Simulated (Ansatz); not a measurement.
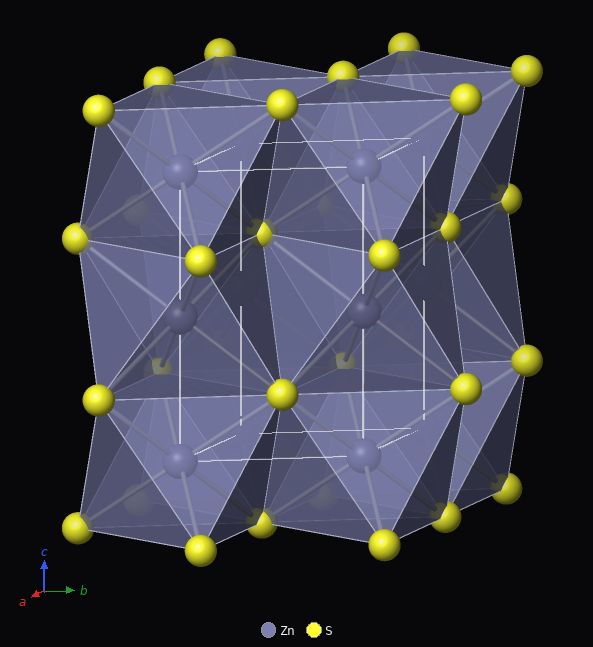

Polyhedral drawing of the structure, looking slightly off an axis. The lines enclose the conventional unit cell; boundary atoms appear with their images. Some neighbours outside the box are added.

ZnS, nickel arsenide (NiAs) type, space group P6_3/mmc (No. 194), a = 3.688 Å, b = 3.688 Å, c = 5.782 Å, α = 90.00°, β = 90.00°, γ = 120.00°. The initial geometry was a structure type filled with these elements by a generator (whether the compound takes this form wasn't checked). The cell was then strained or its atoms displaced on purpose. An electronic-structure calculation with Ansatz was run on it.

This one geometry was computed with Ansatz (DFT, plane waves, PAW) at three levels of theory: r2SCAN, PBE and HSE06. It was relaxed with r2SCAN and then strained.

**Which level gives the highest pressure at this volume, and what does that say about its equilibrium volume?**

Highest: PBE (-0.9 GPa), which points to the largest equilibrium volume. Lowest, with the smallest volume: r2SCAN (-3.2 GPa). Levels within 0.5 GPa of each other can't be told apart.

**How does the band gap change with the level of theory?**

PBE: a gap of 0.62 eV, indirect; r2SCAN: a gap of 1.07 eV, indirect; HSE06: a gap of 1.72 eV, indirect.

**Collect the results in a table.**

| level | cutoff (eV) | k-mesh of the run's cell | gap (eV) | pressure (GPa) |
| --- | --- | --- | --- | --- |
| r2SCAN | 500 | 12×12×4 | 1.07 | -3.2 |
| PBE | 420 | 12×12×4 | 0.62 | -0.9 |
| HSE06 | 420 | 6×6×4 | 1.72 | -2.4 |

Gaps are taken on the k-mesh or band path of each run.
